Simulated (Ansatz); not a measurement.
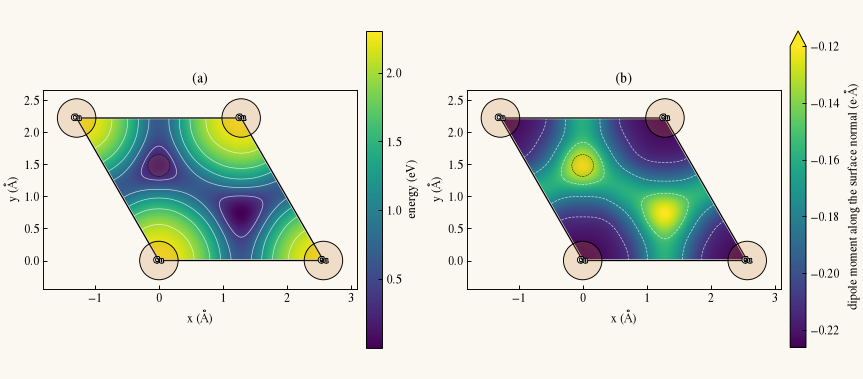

N on a Cu(111) slab cut from the Fm-3m phase, its upper half relaxed before the scan (12 atoms of substrate and one adsorbate in a 2 × 2 cell). N is moved over the surface cell; relaxed at each place: the height of the adsorbate's atoms; substrate rigid; the origin of the map has the adsorbate above Cu9. Places are given modulo a cell vector. The map is drawn in real space over the plane of the surface. The grid has 6 × 6 points; 10 points were computed and 26 follow by symmetry. Places are given in fractions of the 1 × 1 surface cell. Energies are in eV, from the lowest grid point. The calculation used DFT PBE, scalar-relativistic, plane waves, PAW (Ansatz 0.2.0). Settings: cutoff 420 eV, k-mesh 6×6×1, gaussian smearing 0.1 eV, no spin polarisation.

Panel (a) is the energy; panel (b) is the computed dipole moment along the surface normal, in e·Å.

In the figure: a smooth colour map with a few white contour lines, labelled circles for the atoms of the top layer and small ones for the second layer, the outline of one cell of the plane. Between grid points the surface is interpolated.

Question: How does the dipole moment along the surface normal vary over the map, and what is it at the lowest grid point?

Answer: It runs from −0.23 e·Å at the top site over a surface Cu atom, (0/6, 0/6) of the cell vectors to −0.12 e·Å at a threefold hollow over a third-layer Cu atom, (4/6, 2/6) of the cell vectors. At the lowest grid point, a threefold hollow over a third-layer Cu atom, (4/6, 2/6) of the cell vectors, it is −0.12 e·Å.

PAW datasets: the set soft_1.
